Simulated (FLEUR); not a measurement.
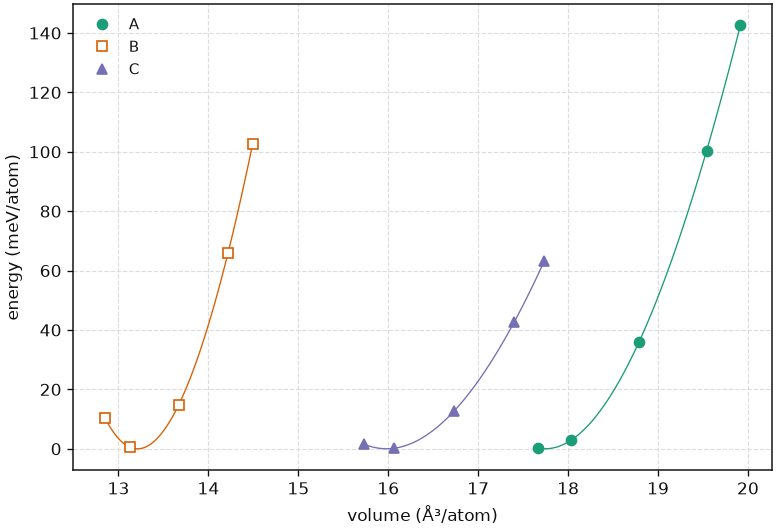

The picture above shows the energy against volume, with one curve for each element, for Rh, Ta and Ti (all in space group Fm-3m (No. 225)). The labels are replaced by letters.

Computed with FLEUR MaX-R8.1 (later development tree): all-electron LAPW DFT, no spin polarisation; energies at scaled volumes of the given cell, shape and fractions fixed, counted from the fit's minimum, third-order Birch-Murnaghan fit. Level: LDA.

- occupations: Fermi–Dirac
- smearing width: 0.05 eV
- potentials: all electron

### Which letter stands for which compound?

A: Ta; B: Rh; C: Ti.
